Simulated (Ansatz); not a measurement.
MgS

```
Mg S
1.0
     2.83312    0.00000   -2.83312
    -2.83312    0.00000   -2.83312
     0.00000    5.66624    0.00000
Mg S
2 2
Cartesian
  0.0000 2.7331 -2.8331
  0.0000 5.5662 0.0000
  1.4166 1.4166 -1.4166
  -1.4166 4.2497 -1.4166
```

Space group Imm2; a structure from a database of computed crystals, not necessarily the ambient phase; changed on purpose from its base cell (atom 1 (Mg) moved by (-0.100, +0.000) A along y and z); not relaxed (largest force 0.5 eV/Å).

Method: DFT LDA, scalar-relativistic, plane waves, PAW in Ansatz 0.2.0.

> Predict the valence pseudo-density and electron localisation function between the atoms.

Mg–S (2.51 Å): the density is about 0.33 e/Å³ at the midpoint; the ELF peaks at about 0.90 in the valence shell of S, 0.9 Å from its nucleus, and falls to about 0.05 next to Mg: a closed-shell, largely ionic contact.

> Does the calculation make it a metal, or give it a gap?

It is gapped, with a Kohn–Sham gap of 3.0 eV on the k-point mesh (the band edges may lie off the mesh, which would make the gap smaller).

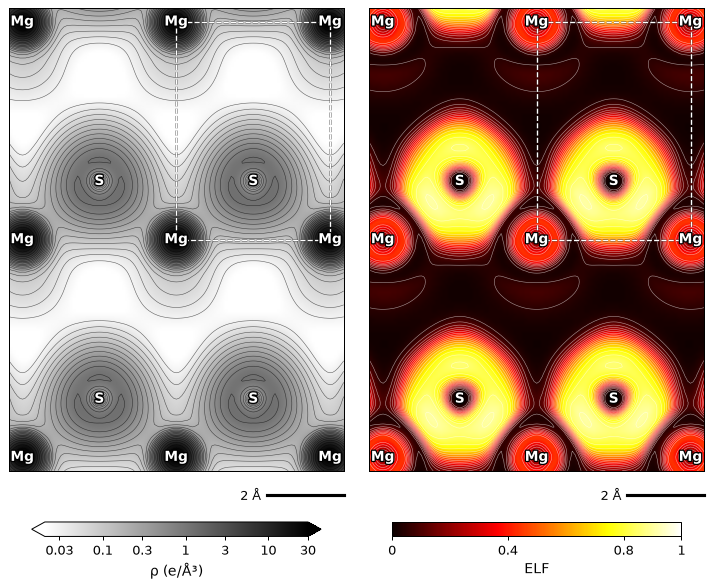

Computed valence pseudo-density and electron localisation function on the (010) plane of the conventional cell, in this order. 

Core electrons are frozen (PAW), and the valence fields are smoothed inside the atomic spheres.
